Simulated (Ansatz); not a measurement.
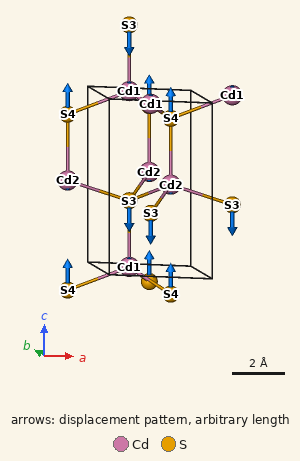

One vibrational mode of crystalline CdS at the zone centre. The blue arrows give the relative displacements of the atoms. A ball-and-stick model of the cell of the calculation, seen slightly off an axis.

Method: DFT PBE, scalar-relativistic, plane waves, PAW in Ansatz. Set-up: plane-wave cutoff 420 eV; k-point mesh 12 × 12 × 4; occupations fixed; no spin polarisation.

Frequencies are those without the non-analytic (LO–TO) term.

Describe the mode and give its frequency.

Answer. This is the B₁ mode at 280 cm⁻¹, the highest optical level, silent by symmetry (neither infrared- nor Raman-active). All motion is along c; atoms of one kind move against one another, with no net shift of any sublattice; it stretches the shortest Cd–S bonds (2.57 Å); the kinetic energy is shared as S 98 %, Cd 2 %.
